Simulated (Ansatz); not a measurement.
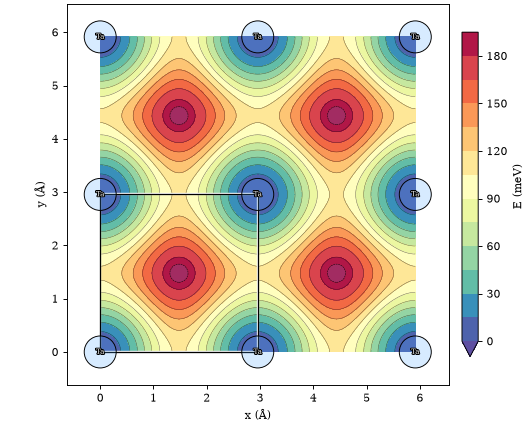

Si on a Ta(100) slab cut from the Fm-3m phase, its upper half relaxed before the scan (12 atoms of substrate and one adsorbate in a 2 × 2 cell). Si is moved over the surface cell at a fixed height above a rigid substrate; the origin of the map has the adsorbate above Ta9; the height is held at 3.30 Å. Places are given modulo a cell vector. The map is drawn in real space over the plane of the surface. The scan uses a 6 × 6 grid; 10 points were computed and 26 follow by symmetry. Places are given in fractions of the 1 × 1 surface cell. Energies are in meV, from the lowest grid point. The runs have no spin polarisation, so an open-shell adsorbate far from the surface lies too high. At a fixed height the lowest place need not be the adsorption site. Computed with DFT PBE+D3(BJ), scalar-relativistic, plane waves, PAW in Ansatz. Settings: cutoff 420 eV, k-mesh 5×5×1, gaussian smearing 0.1 eV, no spin polarisation.

Drawn: filled contours, labelled circles for the atoms of the top layer and small ones for the second layer, the outline of one cell of the 2 × 2 shown. Between grid points the surface is interpolated.

The lowest grid point is at the top site over a surface Ta atom, (0/6, 0/6) of the cell vectors. No other kind of well shows on this grid. The highest grid point, a fourfold hollow over a second-layer Ta atom, (3/6, 3/6) of the cell vectors, lies 190 meV above the lowest. On the interpolated surface the easiest way out of the lowest well to its copy in the next cell or period passes a barrier of about 108 meV. At the lowest point the adsorbate has 1 Ta at 3.30 Å as nearest neighbours, at the highest 4 Ta at 3.91 Å.

The scan is repeated with another setting: the height is held at 2.50 Å; all else is set up alike.

What will the new map look like?

The minimum (interpolated where it lies between grid points) moves from the top site over a surface Ta atom, (0/6, 0/6) of the cell vectors to about (0.36, 0.36) of the cell vectors. The highest place moves from a fourfold hollow over a second-layer Ta atom, (3/6, 3/6) of the cell vectors to the top site over a surface Ta atom, (0/6, 0/6) of the cell vectors. The span from the lowest to the highest grid point shrinks from 190 to 148 meV. The easiest pass out of the lowest well goes from about 108 to about 3.7 meV on the interpolated surfaces. In the new map: at the lowest point the adsorbate has 1 Ta at 2.86 Å as nearest neighbours, at the highest 1 Ta at 2.50 Å.

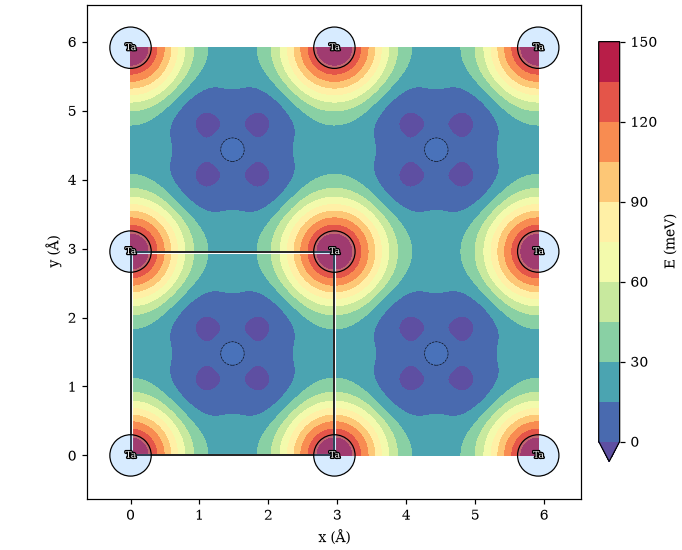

The map after the change, on a colour scale of its own. Drawn: filled contours, labelled circles for the atoms of the top layer and small ones for the second layer, the outline of one cell of the 2 × 2 shown. Between grid points the surface is interpolated.

PAW datasets: the set soft_1.
